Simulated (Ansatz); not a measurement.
# Electron scattering at the Σ5 (210) boundary in fcc Ni with C (interstitial)

How much does the Σ5 (210) boundary in fcc Ni with C (interstitial) reflect electrons?

Main program and level: Ansatz 0.2.0; Ansatz plane-wave DFT, PBE, PAW files, collinear spin; relaxation of a bicrystal slab with its lowest layers held; PAW set soft_1, in the first sound run; inputs show where later runs differ.

## (1) The starting structure

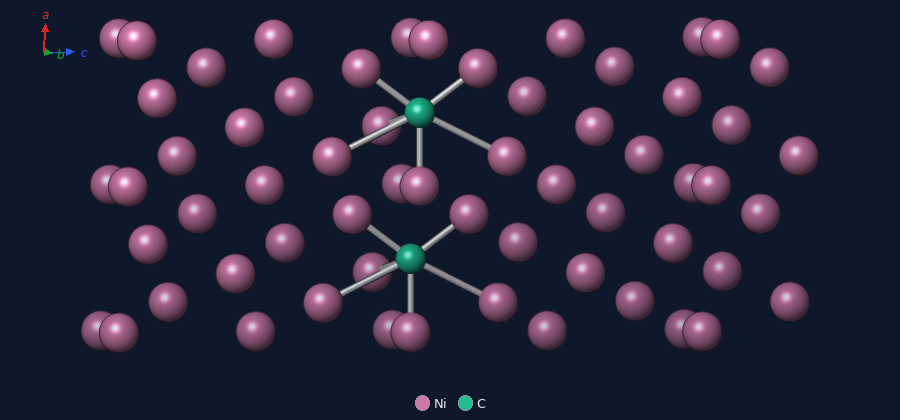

Start, viewed from the side, with the c axis across the page; nickel pink, carbon teal. 2×1×1 cells are drawn. Bonds to atoms that aren't drawn are left out. Some periodic images of atoms are drawn too.

The cell holds 24 atoms: 23 Ni and 1 C. Cell: a = 4.316 Å, b = 3.524 Å, c = 29.124 Å, α = 90.0°, β = 90.0°, γ = 65.9°. It derives from Ni. built on the (2 1 0) plane; 2 overlapping atoms removed and the grains opened by 0 Å. Vacuum lies along c.

## (2) Relaxing the bicrystal

The boundary is built by mirroring the lower grain in the boundary plane and removing any atoms that overlap; then the C is put in at the boundary. A thin bicrystal slab is relaxed first, with the lowest layers held and the upper grain free to shift and open.

input.yaml

```yaml
crystal:
  lattice:
    - [4.3160009268, 0.0, 0.0]
    - [1.4386669756, 3.2169571544, 0.0]
    - [0.0, 0.0, 29.1237781719]
  atoms:
    - { symbol: Ni, position: [0.0, 0.9999999999, 0.171681022], spin: 1.0 }
    - { symbol: Ni, position: [0.6, 0.6999999999, 0.1987376199], spin: 1.0 }
    - { symbol: Ni, position: [0.2, 0.4, 0.2257942178], spin: 1.0 }
    - { symbol: Ni, position: [0.8, 0.1, 0.2528508157], spin: 1.0 }
    - { symbol: Ni, position: [0.4, 0.8, 0.2799074136], spin: 1.0 }
    - { symbol: Ni, position: [0.0, 0.5, 0.3069640115], spin: 1.0 }
    - { symbol: Ni, position: [0.6, 0.2, 0.3340206094], spin: 1.0 }
    - { symbol: Ni, position: [0.2, 0.9, 0.3610772073], spin: 1.0 }
    - { symbol: Ni, position: [0.8, 0.6, 0.3881338052], spin: 1.0 }
    - { symbol: Ni, position: [0.4, 0.3, 0.4151904031], spin: 1.0 }
    - { symbol: Ni, position: [0.0, 0.0, 0.442247001], spin: 1.0 }
    - { symbol: C, position: [0.5, 0.75, 0.442247001] }
    - { symbol: Ni, position: [0.8, 0.6, 0.4963601968], spin: 1.0 }
    - { symbol: Ni, position: [0.2, 0.9, 0.5234167947], spin: 1.0 }
    - { symbol: Ni, position: [0.6, 0.2, 0.5504733926], spin: 1.0 }
    - { symbol: Ni, position: [0.0, 0.5, 0.5775299905], spin: 1.0 }
    - { symbol: Ni, position: [0.4, 0.8, 0.6045865883], spin: 1.0 }
    - { symbol: Ni, position: [0.8, 0.1, 0.6316431862], spin: 1.0 }
    - { symbol: Ni, position: [0.2, 0.4, 0.6586997841], spin: 1.0 }
    - { symbol: Ni, position: [0.6, 0.6999999999, 0.685756382], spin: 1.0 }
    - { symbol: Ni, position: [0.0, 0.9999999999, 0.7128129799], spin: 1.0 }
    - { symbol: Ni, position: [0.4, 0.2999999999, 0.7398695778], spin: 1.0 }
    - { symbol: Ni, position: [0.8, 0.5999999999, 0.7669261757], spin: 1.0 }
    - { symbol: Ni, position: [0.2, 0.8999999999, 0.7939827736], spin: 1.0 }
magnetization:
  spin_polarized: true
kpoints:
  mp_grid: { grid: [7, 7, 1] }
hamiltonian:
  xc: pbe
  pseudopotentials: { kind: paw, azcp: { folder: soft_1 } }
scf:
  occupations: { method: fermi_dirac, width: 0.1 }
relax:
  f_tol: 0.03
  max_steps: 80
  constraints: [{ sites: [0, 1, 2, 3] }]
```

Command:

```console
$ ansatz run input.yaml --threads 4 --pin off --max-ram 15360MiB --backend cpu --events-out ev --progress --plain --runs-dir out
```

Numbers of over 12 decimals in the logs are rounded to 6 here.

The program printed:

```text
Engine: ansatz 0.2.0, aarch64-unknown-linux-gnu
Pseudopotentials: kind: paw
Pseudopotential: Ni, paw, valence charge 18, recommended cutoff 420 eV (normal), soft_1/Ni.paw.azcp
Pseudopotential: C, paw, valence charge 4, recommended cutoff 420 eV (normal), soft_1/C.paw.azcp
Functional definition: PBE
  parameter kappa = 0.804
  parameter beta = 0.066725
  exchange = pbe_x(kappa = kappa, mu = beta*pi^2/3)
  correlation = pbe_c(beta = beta)
Crystal: 24 atoms, lattice volume = 404.366 Å³
Basis set: ecut = 420 eV, 7829 PW (Γ), exchange–correlation on 60×48×400 points (8 copies of the dense FFT grid, shifted against one another)
Bands: 265, of which v1, the nominal top of the filled ones, is band 209 counted from 1 (208 counted from 0)
Symmetry: 2 space group operations
Space group: Cm (ITA 8), of the structure as read, at distance tolerance 7.4e-5 Å
Magnetic group: BNS 8.32 (UNI 39), of the structure as read, at distance tolerance 7.4e-5 Å
k-points: 16 of 49 (time reversal used)
Non-local potential: Ni, projectors of the file, l = 0: 3, l = 1: 2, l = 2: 3, l = 3: 1
Non-local potential: C, projectors of the file, l = 0: 2, l = 1: 2, l = 2: 1
PAW form: soft (Blöchl's): semilocal exchange-correlation on the pseudo side does not see the compensation charge
PAW one-centre angular grid: Ni, 590 points (default); XC on 64 Gauss nodes
PAW one-centre angular grid: C, 110 points (default); XC on 64 Gauss nodes
Initial density: superposition of atomic densities (neutral atoms: chi_scale 0, normalization atom)
Starting moments: Σ|m| = 23 μB on 23 of 24 sites
Initial wavefunctions: pseudopotential atomic-orbital guess
Functional: x = pbe(κ = 0.804, μ = 0.219515), c = pbe(β = 0.066725)
SCF iter   1: F=—  HF=-134542.389857 eV  |F-HF|=—  |Δ(HF+E_count)|=         —  Δρ=3.75e-2 (↑2.79e-2 ↓3.75e-2)  dr2=3.22e1  dr2_m=5.20e-1  M=20.537 μB ∫|m|=21.718 μB  β_m=0.30  ethr=3.10e-3  ⟨swp⟩=6.6  Hψ=33362  notcnv=0  defer=596
Mixer restart at iter 1: flushing history
preconditioner: auto → LDOS  [metal: Δε(μ)=0.005 eV  Ē_g=8.135 eV  σ=0.100 eV  W_gap=0.01  n_scr=134 (ndim 8)  ℏωp=28.2 eV  f_vac=0.313  D(μ)=41.33/eV (n_scr^D=536)]
spin=Collinear: LDOS preconditioning applied to the charge; magnetization (m = ρ↑ − ρ↓) channel mixes plain (no charge-response kernel on spin).
SCF iter   2: F=—  HF=-134542.976721 eV  |F-HF|=—  |Δ(HF+E_count)|=   5.87e-1  Δρ=1.65e-2 (↑1.65e-2 ↓1.48e-2)  dr2=7.85e0  dr2_m=2.43e-1  M=19.349 μB ∫|m|=20.893 μB  β_m=0.32  ethr=3.10e-3  ⟨swp⟩=2.0  Hψ=13302  notcnv=0  defer=976
SCF iter   3: F=—  HF=-134550.253755 eV  |F-HF|=—  |Δ(HF+E_count)|=    7.28e0  Δρ=1.18e-2 (↑1.10e-2 ↓1.18e-2)  dr2=2.83e0  dr2_m=2.51e-1  M=18.399 μB ∫|m|=20.191 μB  β_m=0.46  ethr=1.88e-3  ⟨swp⟩=2.3  Hψ=10691  notcnv=0  defer=979
SCF iter   4: F=—  HF=-134557.184007 eV  |F-HF|=—  |Δ(HF+E_count)|=    6.93e0  Δρ=1.21e-2 (↑1.05e-2 ↓1.21e-2)  dr2=3.43e-1  dr2_m=4.39e-1  M=16.464 μB ∫|m|=18.727 μB  β_m=0.73  ethr=6.77e-4  ⟨swp⟩=2.8  Hψ=13626  notcnv=0  defer=993
SCF iter   5: F=—  HF=-134558.950857 eV  |F-HF|=—  |Δ(HF+E_count)|=    1.77e0  Δρ=1.88e-2 (↑4.95e-3 ↓1.88e-2)  dr2=1.16e0  dr2_m=3.12e-1  M=14.742 μB ∫|m|=17.082 μB  β_m=0.55  ethr=8.22e-5  ⟨swp⟩=2.0  Hψ=15174  notcnv=0  defer=1000
SCF iter   6: F=—  HF=-134559.026569 eV  |F-HF|=—  |Δ(HF+E_count)|=   7.57e-2  Δρ=8.02e-3 (↑6.54e-3 ↓8.02e-3)  dr2=3.05e-1  dr2_m=1.39e-1  M=13.971 μB ∫|m|=16.238 μB  β_m=0.85  ethr=8.22e-5  ⟨swp⟩=2.1  Hψ=15976  notcnv=0  defer=1006
SCF iter   7: F=—  HF=-134559.184356 eV  |F-HF|=—  |Δ(HF+E_count)|=         —  Δρ=9.96e-3 (↑9.96e-3 ↓8.90e-3)  dr2=8.54e-1  dr2_m=9.56e-2  M=12.897 μB ∫|m|=14.914 μB  β_m=0.85  ethr=7.30e-5  ⟨swp⟩=2.4  Hψ=16959  notcnv=0  defer=1038
SCF iter   8: F=—  HF=-134559.307004 eV  |F-HF|=—  |Δ(HF+E_count)|=   1.23e-1  Δρ=9.90e-3 (↑9.90e-3 ↓9.70e-3)  dr2=1.56e0  dr2_m=4.29e-2  M=12.630 μB ∫|m|=14.468 μB  β_m=0.62  ethr=7.30e-5  ⟨swp⟩=2.8  Hψ=16372  notcnv=0  defer=1038
SCF iter   9: F=—  HF=-134559.037309 eV  |F-HF|=—  |Δ(HF+E_count)|=   2.70e-1  Δρ=2.56e-3 (↑1.25e-3 ↓2.56e-3)  dr2=2.55e-2  dr2_m=7.07e-3  M=12.728 μB ∫|m|=14.599 μB  β_m=0.65  ethr=7.30e-5  ⟨swp⟩=2.1  Hψ=16880  notcnv=0  defer=1031
SCF iter  10: F=—  HF=-134559.050250 eV  |F-HF|=—  |Δ(HF+E_count)|=   1.29e-2  Δρ=2.66e-3 (↑1.27e-3 ↓2.66e-3)  dr2=1.47e-2  dr2_m=1.03e-2  M=12.822 μB ∫|m|=14.687 μB  β_m=0.70  ethr=6.11e-6  ⟨swp⟩=3.0  Hψ=17696  notcnv=0  defer=1032
SCF iter  11: F=—  HF=-134559.048869 eV  |F-HF|=—  |Δ(HF+E_count)|=   1.38e-3  Δρ=1.17e-3 (↑9.33e-4 ↓1.17e-3)  dr2=1.21e-2  dr2_m=6.03e-4  M=12.800 μB ∫|m|=14.640 μB  β_m=0.64  ethr=3.51e-6  ⟨swp⟩=2.1  Hψ=15267  notcnv=0  defer=1033
SCF iter  12: F=—  HF=-134559.047163 eV  |F-HF|=—  |Δ(HF+E_count)|=   1.71e-3  Δρ=6.23e-4 (↑4.80e-4 ↓6.23e-4)  dr2=2.76e-3  dr2_m=1.67e-4  M=12.795 μB ∫|m|=14.629 μB  β_m=0.46  ethr=2.90e-6  ⟨swp⟩=1.8  Hψ=9401  notcnv=0  defer=1033
SCF iter  13: F=—  HF=-134559.046488 eV  |F-HF|=—  |Δ(HF+E_count)|=   6.75e-4  Δρ=1.07e-4 (↑8.62e-5 ↓1.07e-4)  dr2=5.56e-5  dr2_m=1.40e-5  M=12.790 μB ∫|m|=14.616 μB  β_m=0.55  ethr=6.60e-7  ⟨swp⟩=2.1  Hψ=12182  notcnv=0  defer=1033
SCF iter  14: F=—  HF=-134559.046493 eV  |F-HF|=—  |Δ(HF+E_count)|=   5.47e-6  Δρ=5.56e-5 (↑5.47e-5 ↓5.56e-5)  dr2=2.98e-5  dr2_m=1.50e-6  M=12.787 μB ∫|m|=14.613 μB  β_m=0.49  ethr=1.33e-8  ⟨swp⟩=2.8  Hψ=16233  notcnv=0  defer=1033
SCF iter  15: F=—  HF=-134559.046500 eV  |F-HF|=—  |Δ(HF+E_count)|=   6.75e-6  Δρ=2.36e-5 (↑2.36e-5 ↓1.26e-5)  dr2=2.11e-6  dr2_m=7.10e-7  M=12.786 μB ∫|m|=14.613 μB  β_m=0.52  ethr=7.14e-9  ⟨swp⟩=2.1  Hψ=12930  notcnv=0  defer=1033
SCF iter  16: F=-134559.046495 eV  HF=-134559.046503 eV  |F-HF|=7.27e-6  |Δ(HF+E_count)|=   2.59e-6  Δρ=2.65e-5 (↑1.46e-5 ↓2.65e-5)  dr2=8.03e-6  dr2_m=3.04e-7  M=12.785 μB ∫|m|=14.612 μB  ethr=5.04e-10  ⟨swp⟩=1.4  Hψ=26830  notcnv=0
SCF 1 converged in 16 iterations: F = -134559.046495 eV  dr2 = 8.03e-6
  greatest PAW one-centre occupation: 1.001 electrons in one spin orbital (limit 2), on the Ni atom at site 0 (counted from 0), in its partial waves of l = 1
relax step   1: F+E_penalty+E_count = -134559.04649535 eV  Δ(F+E_penalty+E_count) = +0.000e0 eV  max|allowed force component| = 9.936e-1 eV/Å  Δτ_max = 0.0000 Å  (16 SCF iters, dr2 threshold 2.25e-5 eV, accepted)
Initial density: handed on by an earlier stage of this run
Starting moments: Σ|m| = 23 μB on 23 of 24 sites; this step starts from the density that it was given
Initial wavefunctions: those handed on with the density
iter 1 solved again at ethr=1.31e-4 eV; its pass at ethr=3.10e-3 eV (dr2=5.47e-1 eV) is discarded
[...]
spin=Collinear: LDOS preconditioning applied to the charge; magnetization (m = ρ↑ − ρ↓) channel mixes plain (no charge-response kernel on spin).
SCF iter   2: F=—  HF=-134559.427909 eV  |F-HF|=—  |Δ(HF+E_count)|=   2.46e-4  Δρ=2.91e-4 (↑2.91e-4 ↓2.63e-4)  dr2=1.27e-3  dr2_m=1.92e-4  M=12.365 μB ∫|m|=14.120 μB  β_m=0.49  ethr=3.25e-7  ⟨swp⟩=2.5  Hψ=15968  notcnv=0  defer=1042
SCF iter   3: F=—  HF=-134559.427897 eV  |F-HF|=—  |Δ(HF+E_count)|=   1.23e-5  Δρ=2.47e-4 (↑2.47e-4 ↓1.71e-4)  dr2=3.54e-4  dr2_m=1.06e-4  M=12.366 μB ∫|m|=14.121 μB  β_m=0.47  ethr=3.04e-7  ⟨swp⟩=2.0  Hψ=12133  notcnv=0  defer=1040
SCF iter   4: F=—  HF=-134559.427872 eV  |F-HF|=—  |Δ(HF+E_count)|=   2.44e-5  Δρ=8.22e-5 (↑8.22e-5 ↓7.78e-5)  dr2=5.86e-5  dr2_m=1.87e-5  M=12.367 μB ∫|m|=14.121 μB  β_m=0.47  ethr=8.48e-8  ⟨swp⟩=2.0  Hψ=11958  notcnv=0  defer=1040
SCF iter   5: F=—  HF=-134559.427874 eV  |F-HF|=—  |Δ(HF+E_count)|=   1.80e-6  Δρ=3.76e-5 (↑3.76e-5 ↓3.76e-5)  dr2=1.09e-5  dr2_m=4.37e-6  M=12.367 μB ∫|m|=14.122 μB  β_m=0.53  ethr=1.40e-8  ⟨swp⟩=2.0  Hψ=11907  notcnv=0  defer=1040
SCF iter   6: F=—  HF=-134559.427875 eV  |F-HF|=—  |Δ(HF+E_count)|=   1.50e-6  Δρ=3.04e-5 (↑3.04e-5 ↓2.31e-5)  dr2=6.06e-6  dr2_m=1.92e-6  M=12.367 μB ∫|m|=14.122 μB  β_m=0.53  ethr=2.61e-9  ⟨swp⟩=2.1  Hψ=12451  notcnv=0  defer=1040
SCF iter   7: F=—  HF=-134559.427875 eV  |F-HF|=—  |Δ(HF+E_count)|=   4.36e-7  Δρ=1.66e-5 (↑1.07e-5 ↓1.66e-5)  dr2=2.07e-6  dr2_m=4.11e-7  M=12.367 μB ∫|m|=14.123 μB  β_m=0.51  ethr=1.45e-9  ⟨swp⟩=2.0  Hψ=11982  notcnv=0  defer=1039
SCF iter   8: F=—  HF=-134559.427875 eV  |F-HF|=—  |Δ(HF+E_count)|=   2.09e-7  Δρ=8.39e-6 (↑8.39e-6 ↓4.14e-6)  dr2=1.53e-6  dr2_m=1.10e-7  M=12.368 μB ∫|m|=14.123 μB  β_m=0.50  ethr=4.95e-10  ⟨swp⟩=2.0  Hψ=12144  notcnv=0  defer=1039
SCF iter   9: F=—  HF=-134559.427875 eV  |F-HF|=—  |Δ(HF+E_count)|=   8.52e-8  Δρ=2.79e-6 (↑2.79e-6 ↓2.21e-6)  dr2=1.55e-7  dr2_m=5.53e-9  M=12.368 μB ∫|m|=14.123 μB  β_m=0.43  ethr=3.66e-10  ⟨swp⟩=1.6  Hψ=8844  notcnv=0  defer=1040
SCF iter  10: F=—  HF=-134559.427875 eV  |F-HF|=—  |Δ(HF+E_count)|=   1.88e-8  Δρ=1.24e-6 (↑1.21e-6 ↓1.24e-6)  dr2=6.99e-9  dr2_m=4.40e-9  M=12.368 μB ∫|m|=14.123 μB  β_m=0.59  ethr=3.70e-11  ⟨swp⟩=2.0  Hψ=11963  notcnv=0  defer=1040
SCF iter  11: F=—  HF=-134559.427875 eV  |F-HF|=—  |Δ(HF+E_count)|=  3.78e-10  Δρ=4.80e-6 (↑1.34e-6 ↓4.80e-6)  dr2=9.86e-7  dr2_m=1.19e-8  M=12.368 μB ∫|m|=14.123 μB  β_m=0.70  ethr=1.67e-12  ⟨swp⟩=2.2  Hψ=15737  notcnv=0  defer=1040
SCF iter  12: F=-134559.427875 eV  HF=-134559.427875 eV  |F-HF|=4.29e-8  |Δ(HF+E_count)|=    0.00e0  Δρ=1.32e-6 (↑6.57e-7 ↓1.32e-6)  dr2=4.48e-8  dr2_m=9.12e-10  M=12.368 μB ∫|m|=14.123 μB  ethr=1.67e-12  ⟨swp⟩=1.9  Hψ=25191  notcnv=0
SCF 11 converged in 12 iterations: F = -134559.427875 eV  dr2 = 4.48e-8
relax step  11: F+E_penalty+E_count = -134559.42787457 eV  Δ(F+E_penalty+E_count) = -6.202e-4 eV  max|allowed force component| = 5.011e-3 eV/Å  Δτ_max = 0.0079 Å  (12 SCF iters, accepted)
SCF converged after 12 iterations
Magnetization: 12.3677 μB (215.1839 up, 202.8161 down)
Absolute magnetization: 14.1425 μB (∫|ρ↑−ρ↓|, with the PAW one-centre terms)
Spin contamination: 0.2316 ħ² per cell (⟨S²⟩ above its minimum at these occupations)
Per-site moments (μB) at R_I (Å): [(0.824576, 1.027886), (0.737124, 1.022888), (0.672036, 1.023525), (0.672393, 1.024161), (0.676866, 1.006731), (0.652944, 1.010625), (0.615655, 1.017474), (0.557580, 0.986815), (0.267367, 0.819879), (0.036370, 0.800688), (0.179175, 0.777621), (-0.014551, 0.768500), (0.210841, 0.768500), (0.365072, 0.853851), (0.561757, 1.010770), (0.580986, 1.022460), (0.617114, 1.018165), (0.647818, 1.015585), (0.679898, 1.022180), (0.666745, 1.022064), (0.672342, 0.980807), (0.665604, 0.989744), (0.737376, 1.011916), (0.803303, 0.980807)]
Free energy (F): -134559.427875 eV
Harris-Foulkes:  -134559.427875 eV  (|F-HF|=4.29e-8)
Internal energy: -134558.173121 eV  (E = F + TS)
E sigma→0 (E₀):  -134558.800498 eV
Entropy (-TS):   -1.254753 eV (-52.281 meV/atom)
Fermi energy:    9.699654 eV
--- Per-component energies (eV) ---
  E_band       = -10005.878646
  E_kinetic    = 7883.353721
  E_local      = -773654.213059  (includes V_loc(G=0)·N_el)
  E_nonlocal   = -2667.329135
  E_hartree    = 387811.324763
  E_xc         = -2633.900400
  E_vxc        = -3394.968641  (∫ρ·V_xc dr)
  E_paw        = -38210.686995  (= ΣΔE_a)
  E_vpaw       = -13795.350944  (= ΣTr[D̂ρ^β])
  E_aug_tail   = 0.021871  (compensation charges beyond the density's cutoff)
  E_ewald      = 286913.256114
  E_smearing   = -1.254753  (= −TS)
  E_closure    = -0.000000  (closes the sum)
  Σ components = -134559.427875   (vs F -134559.427875, Δ=0.00e0)
--- Forces (eV/Å), atoms counted from 1 ---
  atom   1  Ni    -0.04011439     0.01793970     0.81339787
  atom   2  Ni     0.05985602    -0.02676843    -0.03041081
  atom   3  Ni     0.00949626    -0.00424686    -0.53183372
  atom   4  Ni    -0.03497248     0.01564017    -0.25380162
  atom   5  Ni     0.00027161    -0.00012147     0.00103569
  atom   6  Ni    -0.00196838     0.00088029    -0.00020271
  atom   7  Ni     0.00120913    -0.00054074     0.00165106
  atom   8  Ni    -0.00009507     0.00004252    -0.00391764
  atom   9  Ni     0.00011494    -0.00005140     0.00176269
  atom  10  Ni    -0.00208825     0.00093389    -0.00066038
  atom  11  Ni    -0.00185466     0.00082943     0.00166859
  atom  12  C     -0.00009934     0.00004443    -0.00501114
  atom  13  Ni     0.00367867    -0.00164515     0.00088914
  atom  14  Ni     0.00344072    -0.00153874     0.00251016
  atom  15  Ni    -0.00130955     0.00058565     0.00166699
  atom  16  Ni    -0.00001349     0.00000603    -0.00175734
  atom  17  Ni     0.00022506    -0.00010065     0.00029360
  atom  18  Ni     0.00098476    -0.00044040     0.00013359
  atom  19  Ni     0.00002716    -0.00001215     0.00080485
  atom  20  Ni     0.00066385    -0.00029688    -0.00011626
  atom  21  Ni     0.00102022    -0.00045626    -0.00045487
  atom  22  Ni    -0.00019749     0.00008832    -0.00047427
  atom  23  Ni     0.00073703    -0.00032961     0.00007405
  atom  24  Ni     0.00099461    -0.00044480     0.00273782
  max |Σ_I F_I| component: 1.47e-5 eV/Å
--- Relaxed structure (11 steps of the walk, 11 accepted, 0 SCFs on fresh bases) ---
  F+E_penalty+E_count = -134559.42787457 eV   max|allowed force component| = 5.011e-3 eV/Å
  atoms:
    - { symbol: Ni, position: [0.0, 1.000000, 0.171681] }
    - { symbol: Ni, position: [0.600000, 0.700000, 0.198738] }
    - { symbol: Ni, position: [0.200000, 0.4, 0.225794] }
    - { symbol: Ni, position: [0.800000, 0.100000, 0.252851] }
    - { symbol: Ni, position: [0.398792, 0.800604, 0.279414] }
    - { symbol: Ni, position: [-0.00276042, 0.501380, 0.306889] }
    - { symbol: Ni, position: [0.598969, 0.200516, 0.333901] }
    - { symbol: Ni, position: [0.197642, 0.901179, 0.358672] }
    - { symbol: Ni, position: [0.791172, 0.604414, 0.389651] }
    - { symbol: Ni, position: [0.421847, 0.289076, 0.420747] }
    - { symbol: Ni, position: [0.033760, -0.016880, 0.437765] }
    - { symbol: C, position: [0.508198, 0.745901, 0.446149] }
    - { symbol: Ni, position: [0.873839, 0.563081, 0.486711] }
    - { symbol: Ni, position: [0.301113, 0.849443, 0.511469] }
    - { symbol: Ni, position: [0.703268, 0.148366, 0.540433] }
    - { symbol: Ni, position: [0.102650, 0.448675, 0.566202] }
    - { symbol: Ni, position: [0.500892, 0.749554, 0.593092] }
    - { symbol: Ni, position: [0.904026, 0.047987, 0.620488] }
    - { symbol: Ni, position: [0.303582, 0.348209, 0.647522] }
    - { symbol: Ni, position: [0.699995, 0.650003, 0.674042] }
    - { symbol: Ni, position: [0.100907, 0.949546, 0.701082] }
    - { symbol: Ni, position: [0.508911, 0.245544, 0.729681] }
    - { symbol: Ni, position: [0.905238, 0.547381, 0.754459] }
    - { symbol: Ni, position: [0.301731, 0.849134, 0.778070] }
```

It took 43 min on 4 threads of Arm Neoverse V1, shared host; peak memory 3.7 GiB.

(Continued in part 2 of 3.)

[Logs are printed without paths, hosts, clocks, repeated set-up lines and the standing remarks that a program may print on its own settings, such as how far it seeks lower states.]

[Hosts, paths, dates, database ids (printed as entryN), source tags and the programs' standing remarks are cut or masked in the printed files.]
